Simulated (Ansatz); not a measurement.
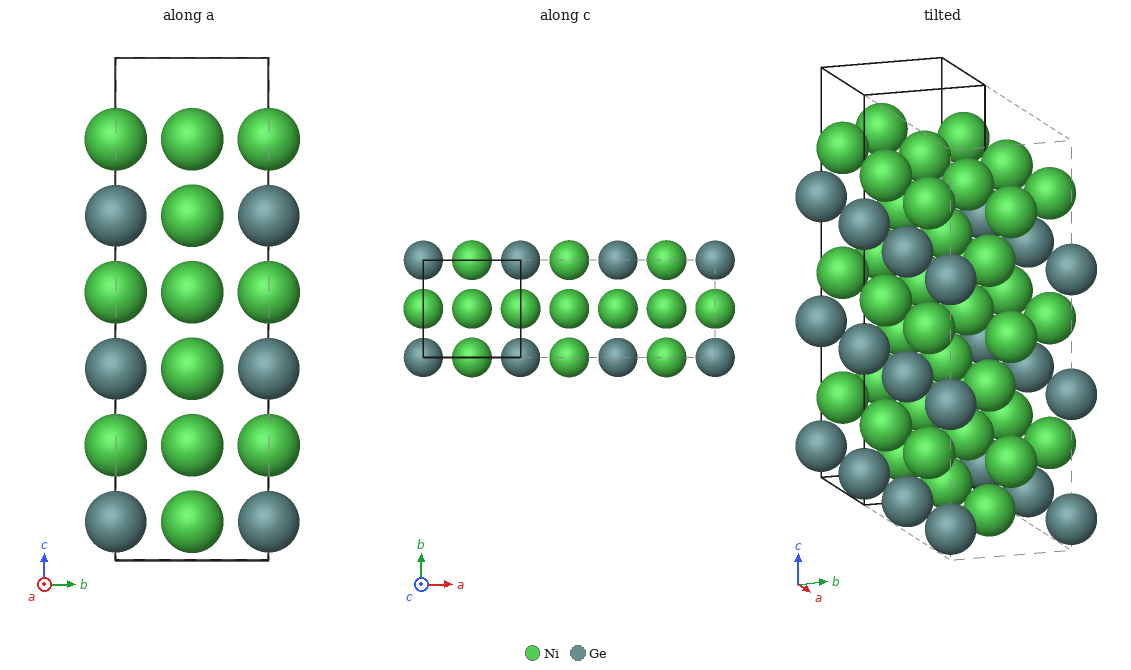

This spheres-only model is shown along the a axis, along the c axis and slightly off an axis. 3×1×1 cells are drawn; the solid outline is the conventional unit cell.

- The solid is Ni₃Ge.
- It belongs to space group P4mm (No. 99) and has a primitive tetragonal lattice.
- Cell content 9 Ni, 3 Ge; Z = 3.
- Ge takes three kinds of site: 1a with eight Ni; 1a with twelve Ni in a cuboctahedral arrangement; 1a with twelve Ni in a cuboctahedral arrangement.

The starting point was a structure listed in the Materials Project. The cell was then strained or its atoms displaced on purpose. A calculation with Ansatz used it as input.

At this level of theory the run's own cell isn't at rest (stretched, at -6 GPa and forces up to 1.2 eV/Å), so its distances can differ from those at equilibrium, the more so the softer the solid.
